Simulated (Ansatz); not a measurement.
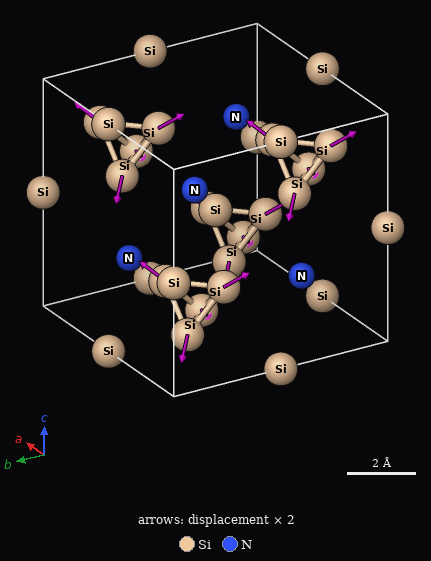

A relaxation of solid Si$_{5}$N (a generated structure, set up in F-43m) (coarse preliminary run). The starting structure is drawn; purple arrows show the displacements (the part carried along by the change of the cell is left out), magnified 2 times.

A ball-and-stick model of the conventional cell (4 times the calculation's cell), seen from a free direction. Lengths and directions refer to the drawn axes.

Computed with DFT PBE, scalar-relativistic, plane waves, PAW in Ansatz.

Input file:
```yaml
crystal:
  lattice:
    - [0.0, 3.68814817, 3.68814817]
    - [3.68814817, 0.0, 3.68814817]
    - [3.68814817, 3.68814817, 0.0]
  atoms:
    - { symbol: Si, position: [0.16540643, 0.16540643, 0.16540643] }
    - { symbol: Si, position: [0.16540643, 0.16540643, 0.50378072] }
    - { symbol: Si, position: [0.16540643, 0.50378072, 0.16540643] }
    - { symbol: Si, position: [0.50378072, 0.16540643, 0.16540643] }
    - { symbol: Si, position: [0.5, 0.5, 0.5] }
    - { symbol: "N", position: [0.75, 0.75, 0.75], spin: 1.0 }
basis:
  ecutwfc: 420
kpoints:
  mp_grid: { grid: [4, 4, 4] }
hamiltonian:
  xc: pbe
scf:
  occupations: { method: gaussian, width: 0.1 }
  lower_state_search: "off"
output:
  forces: true
  stress: true
  eigenvalues: true
  populations: true
magnetization:
  spin_polarized: true
relax:
  adjacent_minimum: "off"
  f_tol: 0.04
  max_steps: 70
  cell: { stress_tol: 0.4 }
```

Command:
```bash
ansatz run input.yaml --threads 1 --pin off --max-ram 2560MiB --backend cpu --events-out ev --progress --plain --runs-dir out
```

Atoms of which element are displaced furthest, and by how much?

Answer. Silicon: up to 0.50 Å, against 0.00 Å for nitrogen.

What did the optimiser do to the structure, and how much energy did it gain?

Answer. The largest moves relative to the cell, 0.50 Å, are those of Si1, Si2, Si3 and Si4. Si1 goes along [−1 1 −1]. N stays in place. The volume changes by −15.0 %, with a = b = c 7.376 → 6.988 Å (−5.3 %). Near-neighbour distances that change, for instance: Si1–Si2 3.451 → 2.456 Å, Si1–Si2 (another image) 1.765 → 2.485 Å. New bonds form, among them: Si1–Si2 (3.45 → 2.46 Å), Si1–Si3 (3.45 → 2.46 Å), Si1–Si4 (3.45 → 2.46 Å), Si2–Si3 (3.45 → 2.46 Å). The space group stays F-43m (No. 216). Over 6 accepted moves (7 points after the start) the energy falls by 3617 meV per atom. Largest force component: 21 eV/Å at the start, 0.0084 eV/Å at the end. Pressure: 71.92 GPa at the start and −0.13 GPa at the end. At 1 point the geometry stayed and the basis and grid were re-selected for the new cell (energy shift of 0.9 meV per atom at most each time). The program noted that the starting moments weren't kept. The run may lie on a higher electronic state than the lowest, so the end point isn't shown to be the ground-state structure.
